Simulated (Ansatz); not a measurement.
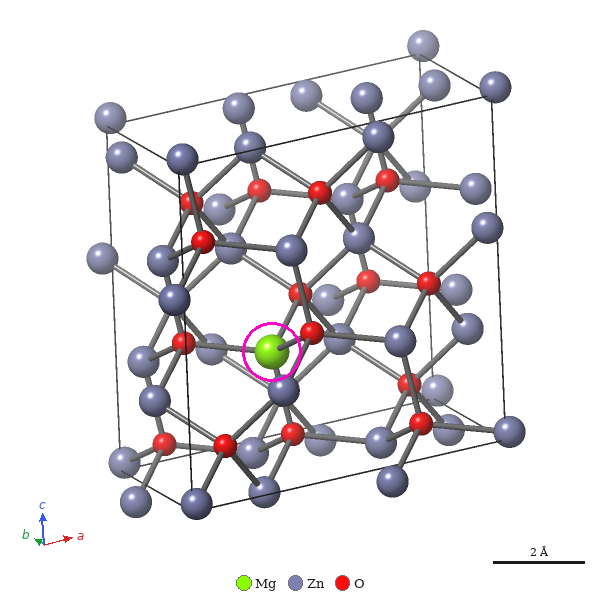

Structure drawing (ball-and-stick), viewed slightly off an axis. The outline marks the supercell. The host is ZnO, in a cell of 36 sites, and the cell is neutral. A ring marks the defect's site.

Question: Name the defect and give its surroundings.

Answer: Magnesium on a zinc site (a substitutional impurity). It is bonded to four O in a tetrahedral arrangement at about 2.0 Å.

The atoms were relaxed in the host's cell with DFT PBEsol, scalar-relativistic, plane waves, PAW in Ansatz 0.2.0.
